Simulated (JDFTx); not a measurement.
# A series of single points on O

System: O (2 atoms in the cell).
Method: Kohn-Sham DFT of a periodic cell, PBE, PseudoDojo-SR-PBE-0.5-standard, no spin polarisation (JDFTx 1.7.0 (patched build)).

The 7 runs differ only in the geometry, by an even scaling of the cell at fixed fractional positions. The structure derives from a Materials Project entry.

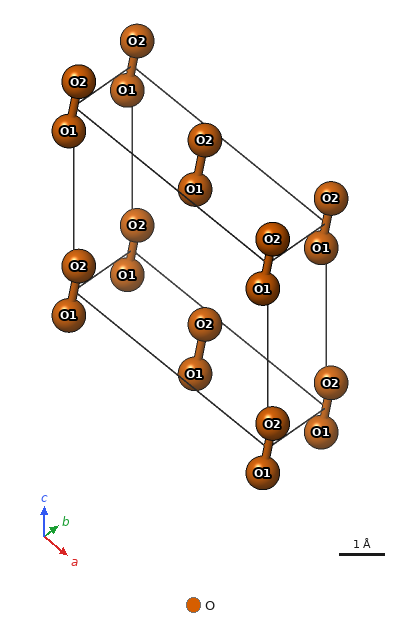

Figure 1. The structure of run 4 (ball-and-stick view of the cell 2 times as large as that of the calculation, set on its symmetry axes, seen slightly off an axis; atoms are numbered from 1 in the order of the input).

## Input of run 4
```
lattice \
    5.3883704637     5.3883704637    -4.5249329602 \
   -3.1415108318     3.1415108318     0.0000000000 \
    0.0000000000     0.0000000000     6.8919260075
coords-type Lattice
ion O      0.9745461700     0.9745461700     0.8444259800 1
ion O      0.0254538300     0.0254538300     0.1555740200 1

ion-species pseudo/O.upf
elec-cutoff 42 336
elec-ex-corr gga-PBE
kpoint-folding 10 10 7
elec-smearing Fermi 0.0018374661
elec-n-bands 11
electronic-SCF nIterations 100 energyDiffThreshold 1e-09
electronic-minimize nIterations 30 energyDiffThreshold 1e-7
forces-output-coords Cartesian

dump-name run.$VAR
dump End Ecomponents EigStats BandEigs Kpoints Forces Stress
```

Command:
```bash
jdftx -c 1 -i O.in -o O.out
```

Lattice vectors (Å) and fractional positions of run 4:
```
   2.851403   -1.662416    0.000000
   2.851403    1.662416    0.000000
  -2.394491    0.000000    3.647050
O   0.974546  0.974546  0.844426
O   0.025454  0.025454  0.155574
```

Run 5 differs from it as follows:
```diff
-    5.3883704637     5.3883704637    -4.5249329602 \
-   -3.1415108318     3.1415108318     0.0000000000 \
-    0.0000000000     0.0000000000     6.8919260075
+    5.4240560762     5.4240560762    -4.5549002770 \
+   -3.1623161456     3.1623161456     0.0000000000 \
+    0.0000000000     0.0000000000     6.9375692317
```

## Results, with one run withheld

```tsv
run	volume per atom (Å³)	free energy per atom, from the lowest run given (meV)	pressure (GPa)
1	16.251	0.47	0.79
2	16.596	0.00	−0.45
3	16.942	2.07	−1.56
4	17.288	6.43	−2.56
5	17.634	?	?
6	17.979	21.12	−4.28
7	18.325	31.07	−5.02
```

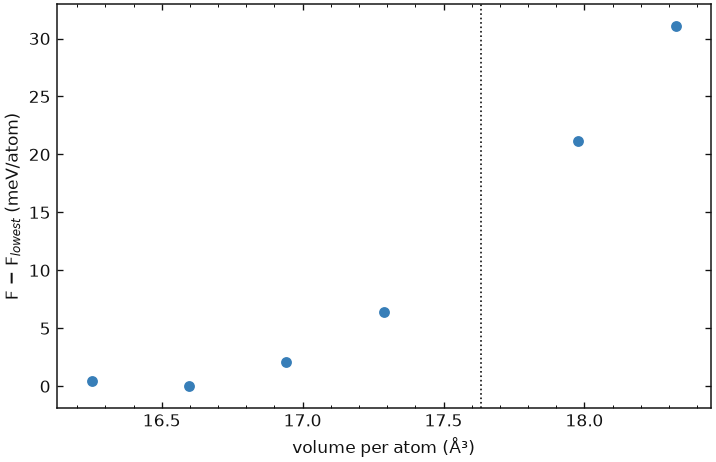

Figure 2. Free energy per atom of the runs given; the dotted line marks run 5.

What should run 5 give?

A cubic polynomial in V^(−2/3) (the Birch–Murnaghan form), fitted to the 6 runs given, misses them by under 0.01 meV per atom. With x = V^(−2/3) − 0.15005 Å⁻², it reads F = 5.1846 − 2449.7 x + 2.8166e+05 x² + 38427 x³ (meV per atom). At run 5 it gives 12.86 meV per atom, and the run itself gives 12.85. The slope of the fit gives a pressure −dF/dV of −3.42 GPa there, and the run prints −3.47 GPa. The fit has its minimum at 16.484 Å³ per atom, where V d²F/dV² gives 58.1 GPa. Cell shape and fractional positions are held, so this is the stiffness under even scaling; the relaxed bulk modulus wasn't computed and can be far lower in a crystal of layers, chains or molecules like this one.

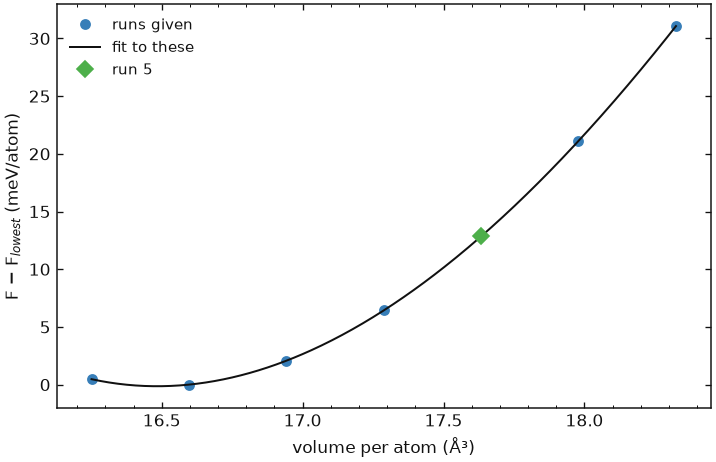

Figure 3. The fit and the withheld run.

## Some lines of the output (run 5)
```
[...]
elec-smearing Fermi 0.00183747
unit cell volume = 237.994
     Etot =      -31.8491605749818625
        F =      -31.8511794985492394
	HOMO-LUMO gap: +0.000103
	Optical gap  : +0.002789 at state 163 ( [ +0.300000 -0.400000 +0.000000 ] spin 0 )
```
